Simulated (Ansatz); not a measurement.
Consider TiC.

Input file:

```
crystal:
  lattice:
    - [3.0428547317, 0.0, 0.0]
    - [-1.5214273658, 2.6351894977, 0.0]
    - [0.0, 0.0, 2.6968104056]
  atoms:
    - { symbol: Ti, position: [0.3333333333, 0.6666666667, 0.5] }
    - { symbol: C, position: [0.6666666667, 0.3333333333, 0.0] }
basis:
  ecutwfc: 420
kpoints:
  mp_grid: { grid: [24, 24, 20] }
hamiltonian:
  xc: pbe
scf:
  occupations: { method: gaussian, width: 0.1 }
output:
  forces: true
  stress: true
  eigenvalues: true
  write_density: true
  write_potential: true
  elf: true
  volumetric_format: npy
relax:
  adjacent_minimum: "off"
  f_tol: 0.01
  max_steps: 80
  cell: { stress_tol: 0.05 }
```

Run with:

```sh
ansatz run input.yaml --threads 1 --pin off --max-ram 2048MiB --backend cpu --events-out ev --progress --plain --runs-dir out
```

Below, planes, directions and counts refer to the conventional cell (a = 3.04 Å, b = 3.04 Å, c = 2.70 Å, α = 90.00°, β = 90.00°, γ = 120.00°).

The fields are those of the relaxed geometry.

Space group P-6m2; a structure generated by program, which may or may not match a known phase; computed without spin polarisation.

Level of theory: Ansatz, DFT PBE, scalar-relativistic, plane waves, PAW.

**What can the converged valence pseudo-density and electron localisation function tell about the bonding?**

Ti–C (2.21 Å): ρ is about 0.47 e/Å³ halfway; the ELF peaks at about 0.80 in the valence shell of C, 0.7 Å from its nucleus, and is about 0.30 at the midpoint.
Ti–Ti (2.70 Å): ρ is about 0.24 e/Å³ halfway; the ELF is about 0.15 at the midpoint; no shared electron pair shows on this line.

**Does the calculation give a band gap?**

It is gapless in this calculation (a metal or semimetal).

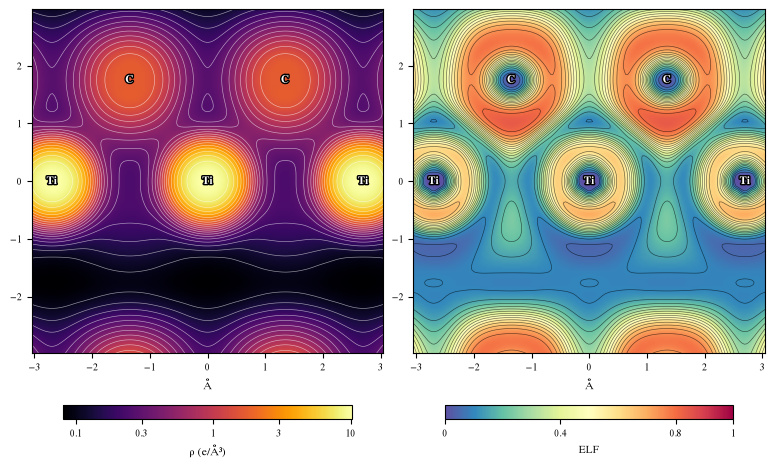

Computed valence pseudo-density and electron localisation function on the (110) plane of the conventional cell, in this order. 
